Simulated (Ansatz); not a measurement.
**Geometry relaxation of Rh**

System: Rh (Pm-3m, 1 atom in the cell).
Method: DFT, PBE, PAW with Ansatz's default frozen-core files, scalar-relativistic, no spin polarisation (Ansatz 0.2.0).

The structure was built on a prototype by a generator; it need not be a known phase. It belongs to a series of runs on one base structure; here: cell relaxed at zero pressure.

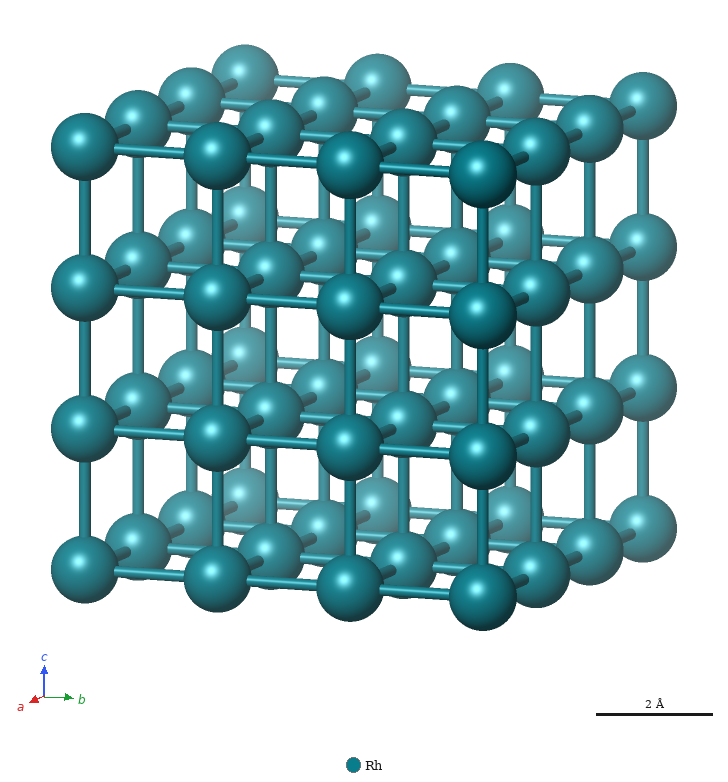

**Figure 1.** The input geometry (ball-and-stick view of the cell of the calculation, repeated 3 × 3 × 3, seen slightly off an axis). Near neighbours in the crystal (not all of them lie inside the picture): Rh has 6 Rh at 2.48 Å.

## Input
```yaml
crystal:
  lattice:
    - [2.4757114575, 0.0, 0.0]
    - [0.0, 2.4757114575, 0.0]
    - [0.0, 0.0, 2.4757114575]
  atoms:
    - { symbol: Rh, position: [0.0, 0.0, 0.0] }
kpoints:
  mp_grid: { grid: [15, 15, 15] }
scf:
  occupations: { method: fermi_dirac, width: 0.1 }
hamiltonian:
  xc: pbe
  pseudopotentials: { kind: paw }
output:
  forces: true
  stress: true
relax:
  f_tol: 0.005
  max_steps: 40
  cell: {}
```

Run on 1 thread of Arm Neoverse V2, 24 GiB of memory available, shared host.

Command:
```bash
ansatz run input.yaml --threads 1 --pin off --max-ram 2048MiB --backend cpu --events-out ev --progress --plain --runs-dir out
```

## What the program printed
```
Engine: ansatz 0.2.0, aarch64-unknown-linux-gnu
Pseudopotentials: kind: paw
Pseudopotential: Rh, paw, valence charge 17, recommended cutoff 420 eV (normal), Rh.paw.azcp
Functional definition: PBE
  parameter kappa = 0.804
  parameter beta = 0.06672455060314922
  exchange = pbe_x(kappa = kappa, mu = beta*pi^2/3)
  correlation = pbe_c(beta = beta)
Crystal: 1 atoms, lattice volume = 15.174 Å³
Basis set: ecut = 420 eV, 305 PW (Γ), exchange–correlation on 36×36×36 points (8 copies of the dense FFT grid, shifted against one another)
Bands: 13, of which v1, the nominal top of the filled ones, is band 9 counted from 1 (8 counted from 0)
Symmetry: 48 space group operations
Space group: Pm-3m (ITA 221), of the structure as read, at distance tolerance 2.5e-5 Å
k-points: 120 of 3375
Non-local potential: Rh, projectors of the file, l = 0: 3, l = 1: 2, l = 2: 2, l = 3: 1
PAW form: soft (Blöchl's): semilocal exchange-correlation on the pseudo side does not see the compensation charge
PAW one-centre angular grid: Rh, 590 points (default); XC on 64 Gauss nodes
Initial density: superposition of atomic densities (neutral atoms: chi_scale 0, normalization atom), corrected by the library's trained network
Initial wavefunctions: pseudopotential atomic-orbital guess
Functional: x = pbe(κ = 0.804, μ = 0.2195149727645171), c = pbe(β = 0.06672455060314922)
SCF iter   1: F=—  HF=-6402.066605 eV  |F-HF|=—  |Δ(HF+E_count)|=         —  Δρ=4.57e-3  dr2=2.81e-3  ethr=1.77e-3  ⟨swp⟩=4.9  Hψ=8565  notcnv=0
preconditioner: auto → none  [metal: Δε(μ)=0.035 eV  Ē_g=13.402 eV  σ=0.100 eV  W_gap=0.09  n_scr=6 (ndim 8)  ℏωp=28.6 eV  f_vac=0.000  D(μ)=1.62/eV (n_scr^D=26)  sad-step TF]
SCF iter   2: F=—  HF=-6402.066652 eV  |F-HF|=—  |Δ(HF+E_count)|=   4.78e-5  Δρ=2.24e-3  dr2=5.58e-4  ethr=1.65e-5  ⟨swp⟩=1.8  Hψ=2794  notcnv=0
SCF iter   3: F=—  HF=-6402.066667 eV  |F-HF|=—  |Δ(HF+E_count)|=   1.46e-5  Δρ=3.66e-4  dr2=1.07e-5  ethr=3.28e-6  ⟨swp⟩=2.1  Hψ=1963  notcnv=0
SCF iter   4: F=—  HF=-6402.066693 eV  |F-HF|=—  |Δ(HF+E_count)|=   2.64e-5  Δρ=9.02e-5  dr2=1.10e-6  ethr=6.29e-8  ⟨swp⟩=2.1  Hψ=2528  notcnv=0
iter 5 did not close the SCF: its close was put off for the readings that it lacked (scf_convergence_deferred on its scf_iter line)
SCF iter   5: F=-6402.066693 eV  HF=-6402.066693 eV  |F-HF|=1.79e-9  |Δ(HF+E_count)|=   1.61e-7  Δρ=5.10e-6  dr2=1.76e-9  ethr=6.49e-9  ⟨swp⟩=2.5  Hψ=2271  notcnv=0
SCF iter   6: F=-6402.066693 eV  HF=-6402.066693 eV  |F-HF|=4.00e-11  |Δ(HF+E_count)|=   1.80e-9  Δρ=8.22e-7  dr2=4.59e-11  ethr=1.04e-11  ⟨swp⟩=1.9  Hψ=4643  notcnv=0
SCF 1 converged in 6 iterations: F = -6402.066693 eV  dr2 = 4.59e-11
  greatest PAW one-centre occupation: 1.000 electrons in one spin orbital (limit 2), on the Rh atom at site 0 (counted from 0), in its partial waves of l = 0
relax step   1: F+E_penalty+E_count = -6402.06669321 eV  Δ(F+E_penalty+E_count) = +0.000e0 eV  max|allowed force component| = 0.000e0 eV/Å  Δτ_max = 0.0000 Å  P = +16.098 GPa  Ω = 15.174 Å³  (6 SCF iters, dr2 threshold 1.00e-7 eV, accepted)
Crystal: 1 atoms, lattice volume = 16.717 Å³
Basis set: ecut = 420 eV, 341 PW (Γ), exchange–correlation on 36×36×36 points (8 copies of the dense FFT grid, shifted against one another)
Initial density: handed on by an earlier stage of this run
Initial wavefunctions: those handed on with the density
iter 1 solved again at ethr=3.11e-5 eV; its pass at ethr=3.10e-3 eV (dr2=5.28e-3 eV) is discarded
SCF iter   1: F=—  HF=-6402.115907 eV  |F-HF|=—  |Δ(HF+E_count)|=         —  Δρ=5.65e-3  dr2=5.37e-3  ethr=3.11e-5  ⟨swp⟩=1.0  Hψ=10980  notcnv=0
preconditioner: auto → none  [metal: Δε(μ)=0.026 eV  Ē_g=12.447 eV  σ=0.100 eV  W_gap=0.06  n_scr=6 (ndim 8)  ℏωp=27.2 eV  f_vac=0.000  D(μ)=1.90/eV (n_scr^D=26)]
SCF iter   2: F=—  HF=-6402.115131 eV  |F-HF|=—  |Δ(HF+E_count)|=   7.76e-4  Δρ=3.33e-3  dr2=1.02e-3  ethr=3.11e-5  ⟨swp⟩=2.1  Hψ=2191  notcnv=0
SCF iter   3: F=—  HF=-6402.114934 eV  |F-HF|=—  |Δ(HF+E_count)|=   1.97e-4  Δρ=1.27e-3  dr2=8.36e-5  ethr=6.02e-6  ⟨swp⟩=2.3  Hψ=2237  notcnv=0
SCF iter   4: F=—  HF=-6402.115007 eV  |F-HF|=—  |Δ(HF+E_count)|=   7.28e-5  Δρ=9.65e-5  dr2=4.27e-7  ethr=4.92e-7  ⟨swp⟩=2.2  Hψ=2310  notcnv=0
SCF iter   5: F=-6402.115007 eV  HF=-6402.115007 eV  |F-HF|=6.20e-10  |Δ(HF+E_count)|=   6.44e-7  Δρ=3.92e-6  dr2=1.56e-9  ethr=5.88e-10  ⟨swp⟩=4.0  Hψ=5187  notcnv=0
SCF 2 converged in 5 iterations: F = -6402.115007 eV  dr2 = 1.56e-9
relax step   2: F+E_penalty+E_count = -6402.11500739 eV  Δ(F+E_penalty+E_count) = -4.831e-2 eV  max|allowed force component| = 0.000e0 eV/Å  Δτ_max = 0.0000 Å  P = -3.951 GPa  Ω = 16.717 Å³  energy of the carried Pulay correction = -1.029e-3 eV  (5 SCF iters, dr2 threshold 1.00e-7 eV, accepted)
Crystal: 1 atoms, lattice volume = 16.388 Å³
iter 1 solved again at ethr=1.95e-6 eV; its pass at ethr=3.10e-3 eV (dr2=3.32e-4 eV) is discarded
SCF iter   1: F=—  HF=-6402.119971 eV  |F-HF|=—  |Δ(HF+E_count)|=         —  Δρ=1.30e-3  dr2=2.81e-4  ethr=1.95e-6  ⟨swp⟩=1.4  Hψ=10565  notcnv=0
preconditioner: auto → none  [metal: Δε(μ)=0.030 eV  Ē_g=12.610 eV  σ=0.100 eV  W_gap=0.07  n_scr=6 (ndim 8)  ℏωp=27.5 eV  f_vac=0.000  D(μ)=1.83/eV (n_scr^D=26)]
SCF iter   2: F=—  HF=-6402.119921 eV  |F-HF|=—  |Δ(HF+E_count)|=   4.98e-5  Δρ=7.24e-4  dr2=4.88e-5  ethr=1.66e-6  ⟨swp⟩=2.2  Hψ=2230  notcnv=0
SCF iter   3: F=—  HF=-6402.119933 eV  |F-HF|=—  |Δ(HF+E_count)|=   1.21e-5  Δρ=2.65e-4  dr2=3.50e-6  ethr=2.87e-7  ⟨swp⟩=2.3  Hψ=2183  notcnv=0
SCF iter   4: F=-6402.119935 eV  HF=-6402.119935 eV  |F-HF|=1.88e-8  |Δ(HF+E_count)|=   1.88e-6  Δρ=1.79e-5  dr2=1.45e-8  ethr=5.88e-10  ⟨swp⟩=3.1  Hψ=5969  notcnv=0
SCF 3 converged in 4 iterations: F = -6402.119935 eV  dr2 = 1.45e-8
relax step   3: F+E_penalty+E_count = -6402.11993492 eV  Δ(F+E_penalty+E_count) = -4.928e-3 eV  max|allowed force component| = 0.000e0 eV/Å  Δτ_max = 0.0000 Å  P = -0.586 GPa  Ω = 16.388 Å³  energy of the carried Pulay correction = -8.185e-4 eV  (4 SCF iters, dr2 threshold 1.00e-7 eV, accepted)
Crystal: 1 atoms, lattice volume = 16.333 Å³
iter 1 solved again at ethr=4.23e-8 eV; its pass at ethr=3.10e-3 eV (dr2=7.19e-6 eV) is discarded
SCF iter   1: F=—  HF=-6402.120047 eV  |F-HF|=—  |Δ(HF+E_count)|=         —  Δρ=2.22e-4  dr2=7.67e-6  ethr=4.23e-8  ⟨swp⟩=2.0  Hψ=10145  notcnv=0
preconditioner: auto → none  [metal: Δε(μ)=0.030 eV  Ē_g=12.648 eV  σ=0.100 eV  W_gap=0.08  n_scr=6 (ndim 8)  ℏωp=27.6 eV  f_vac=0.000  D(μ)=1.82/eV (n_scr^D=26)]
SCF iter   2: F=—  HF=-6402.120069 eV  |F-HF|=—  |Δ(HF+E_count)|=   2.22e-5  Δρ=1.26e-4  dr2=1.38e-6  ethr=4.23e-8  ⟨swp⟩=2.3  Hψ=2292  notcnv=0
SCF iter   3: F=—  HF=-6402.120069 eV  |F-HF|=—  |Δ(HF+E_count)|=   2.48e-7  Δρ=5.02e-5  dr2=1.20e-7  ethr=8.12e-9  ⟨swp⟩=2.4  Hψ=2265  notcnv=0
SCF iter   4: F=-6402.120069 eV  HF=-6402.120069 eV  |F-HF|=6.90e-10  |Δ(HF+E_count)|=   9.09e-8  Δρ=3.51e-6  dr2=5.82e-10  ethr=5.88e-10  ⟨swp⟩=3.7  Hψ=4331  notcnv=0
SCF 4 converged in 4 iterations: F = -6402.120069 eV  dr2 = 5.82e-10
relax step   4: F+E_penalty+E_count = -6402.12006894 eV  Δ(F+E_penalty+E_count) = -1.340e-4 eV  max|allowed force component| = 0.000e0 eV/Å  Δτ_max = 0.0000 Å  P = +0.028 GPa  Ω = 16.333 Å³  energy of the carried Pulay correction = -7.822e-4 eV  (4 SCF iters, dr2 threshold 1.00e-7 eV, accepted)
Initial wavefunctions: pseudopotential atomic-orbital guess (no wavefunctions were taken with the density)
iter 1 solved again at ethr=3.52e-8 eV; its pass at ethr=3.10e-3 eV (dr2=5.98e-6 eV) is discarded
SCF iter   1: F=—  HF=-6402.120014 eV  |F-HF|=—  |Δ(HF+E_count)|=         —  Δρ=9.95e-4  dr2=4.26e-6  ethr=3.52e-8  ⟨swp⟩=3.0  Hψ=12716  notcnv=0
preconditioner: auto → none  [metal: Δε(μ)=0.030 eV  Ē_g=12.649 eV  σ=0.100 eV  W_gap=0.08  n_scr=6 (ndim 8)  ℏωp=27.6 eV  f_vac=0.000  D(μ)=1.82/eV (n_scr^D=26)]
SCF iter   2: F=—  HF=-6402.120567 eV  |F-HF|=—  |Δ(HF+E_count)|=   5.53e-4  Δρ=4.96e-4  dr2=9.86e-7  ethr=2.50e-8  ⟨swp⟩=1.5  Hψ=1655  notcnv=0
SCF iter   3: F=—  HF=-6402.120731 eV  |F-HF|=—  |Δ(HF+E_count)|=   1.64e-4  Δρ=1.98e-5  dr2=1.69e-9  ethr=5.80e-9  ⟨swp⟩=1.2  Hψ=1655  notcnv=0
SCF iter   4: F=—  HF=-6402.120731 eV  |F-HF|=—  |Δ(HF+E_count)|=   2.62e-7  Δρ=1.69e-6  dr2=2.33e-10  ethr=9.97e-12  ⟨swp⟩=2.1  Hψ=2508  notcnv=0
SCF iter   5: F=—  HF=-6402.120731 eV  |F-HF|=—  |Δ(HF+E_count)|=  1.13e-10  Δρ=9.54e-7  dr2=9.34e-11  ethr=1.37e-12  ⟨swp⟩=2.3  Hψ=2411  notcnv=0
SCF iter   6: F=—  HF=-6402.120731 eV  |F-HF|=—  |Δ(HF+E_count)|=  4.46e-11  Δρ=3.64e-7  dr2=1.65e-11  ethr=1.00e-12  ⟨swp⟩=1.0  Hψ=1560  notcnv=0
SCF iter   7: F=-6402.120731 eV  HF=-6402.120731 eV  |F-HF|=2.73e-12  |Δ(HF+E_count)|=  7.28e-12  Δρ=9.32e-8  dr2=1.03e-12  ethr=1.00e-12  ⟨swp⟩=5.0  Hψ=5651  notcnv=0
SCF 5 converged in 7 iterations: F = -6402.120731 eV  dr2 = 1.03e-12
relax step   5: F+E_penalty+E_count = -6402.12073090 eV  Δ(F+E_penalty+E_count) = -6.620e-4 eV  max|allowed force component| = 0.000e0 eV/Å  Δτ_max = 0.0000 Å  P = +0.004 GPa  Ω = 16.333 Å³  stress off target by 4.38e-3 GPa  SCF on the basis re-selected at this cell (its energy is not comparable with the rows above)  (7 SCF iters)
```

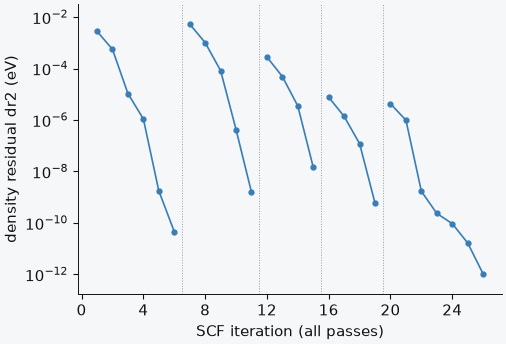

**Figure 2.** Convergence of the self-consistent field: density residual dr2 against the SCF iteration. The dotted lines part the SCF passes of the relaxation: geometry steps, rejected trials and re-solves on a re-selected basis. The 5 passes take 4 to 7 iterations each, 26 in all.

```
basis re-selected at this cell: Δ(F+E_penalty+E_count) = -6.620e-4 eV, ΔP = -0.024 GPa vs the last step (what re-selecting the basis moved, of the pressure what is left beyond the Pulay correction that the steps carried, after the strain that the cell walked since its last selection, with what the two solves' SCF thresholds leave and, on support functions, any second-order correction that the steps lacked; it is no measure of the basis error at this ecutwfc). This SCF's stress stands 4.38e-3 GPa from its target on what of the cell is left free (relax.cell.stress_tol is 5.00e-2 GPa) and its largest allowed force component is 0.00e0 eV/Å (relax.f_tol is 5.00e-3 eV/Å): within both
SCF converged after 7 iterations
Free energy (F): -6402.120731 eV
Harris-Foulkes:  -6402.120731 eV  (|F-HF|=2.73e-12)
Internal energy: -6402.060704 eV  (E = F + TS)
E sigma→0 (E₀):  -6402.090718 eV
Entropy (-TS):   -0.060027 eV (-60.027 meV/atom)
Fermi energy:    18.004362 eV
--- Per-component energies (eV) ---
  E_band       = -151.972641
  E_kinetic    = 573.076619
  E_local      = -1861.098488  (includes V_loc(G=0)·N_el)
  E_nonlocal   = 357.363663
  E_hartree    = 664.296554
  E_xc         = -220.801547
  E_vxc        = -277.053363  (∫ρ·V_xc dr)
  E_paw        = -3588.021516  (= ΣΔE_a)
  E_vpaw       = -272.855031  (= ΣTr[D̂ρ^β])
  E_aug_tail   = 0.000904  (compensation charges beyond the density's cutoff)
  E_ewald      = -2326.876892
  E_smearing   = -0.060027  (= −TS)
  E_closure    = 0.000000  (closes the sum)
  Σ components = -6402.120731   (vs F -6402.120731, Δ=0.00e0)
--- Forces (eV/Å), atoms counted from 1 ---
  atom   1  Rh     0.00000000     0.00000000    -0.00000000
  max |Σ_I F_I| component: 1.23e-32 eV/Å
--- Stress (GPa, compression-positive) ---
        0.004382      -0.000000       0.000000
       -0.000000       0.004382       0.000000
        0.000000       0.000000       0.004382
  P = ⅓ Tr σ = 0.0044 GPa (0.044 kbar)
--- Relaxed structure (4 steps of the walk, 4 accepted, 1 SCFs on fresh bases) ---
  F+E_penalty+E_count = -6402.12073090 eV   max|allowed force component| = 0.000e0 eV/Å   (the final SCF, on the basis selected at the relaxed cell)
  cell:  # Å, volume = 16.3325 Å³
    - [2.5371790253026076, -3.0814879110195774e-33, -2.0543252740130515e-33]
    - [-3.0814879110195774e-33, 2.5371790253026076, 0.0]
    - [-2.0543252740130515e-33, 0.0, 2.5371790253026076]
  atoms:
    - { symbol: Rh, position: [0.0, 0.0, 0.0] }
```

## Trajectory as extended XYZ (Å, eV, eV/Å), 5 frames, from step=1 to step=5
```
1
Lattice="2.4757 0.0000 0.0000 0.0000 2.4757 0.0000 0.0000 0.0000 2.4757" Properties=species:S:1:pos:R:3:forces:R:3 step=1 energy=-6402.06669 pressure_GPa=16.10
Rh    0.0000    0.0000    0.0000    0.0000   0.0000   0.0000
1
Lattice="2.5569 0.0000 0.0000 0.0000 2.5569 0.0000 0.0000 0.0000 2.5569" Properties=species:S:1:pos:R:3:forces:R:3 step=2 energy=-6402.11501 pressure_GPa=-3.95
Rh    0.0000    0.0000    0.0000    0.0000   0.0000   0.0000
1
Lattice="2.5401 0.0000 0.0000 0.0000 2.5401 0.0000 0.0000 0.0000 2.5401" Properties=species:S:1:pos:R:3:forces:R:3 step=3 energy=-6402.11993 pressure_GPa=-0.59
Rh    0.0000    0.0000    0.0000    0.0000   0.0000   0.0000
1
Lattice="2.5372 0.0000 0.0000 0.0000 2.5372 0.0000 0.0000 0.0000 2.5372" Properties=species:S:1:pos:R:3:forces:R:3 step=4 energy=-6402.12007 pressure_GPa=0.03
Rh    0.0000    0.0000    0.0000    0.0000   0.0000   0.0000
1
Lattice="2.5372 0.0000 0.0000 0.0000 2.5372 0.0000 0.0000 0.0000 2.5372" Properties=species:S:1:pos:R:3:forces:R:3 step=5 energy=-6402.12073 pressure_GPa=0.00
Rh    0.0000    0.0000    0.0000    0.0000   0.0000   0.0000
```

## Summary

```tsv
quantity	value
outcome	converged
space group (tolerance 0.01 Å)	Pm-3m (221)
electrons treated	17
free energy	−6402.1207 eV
Fermi energy	18.004 eV
pressure	0.00 GPa
final volume	16.33 Å³
largest force (length of the vector) at the end	under 0.001 eV/Å
final cell	a = 2.537 Å, b = 2.537 Å, c = 2.537 Å, α = 90.00°, β = 90.00°, γ = 90.00°
wall time	5.2 s
peak memory	0.28 GiB
```
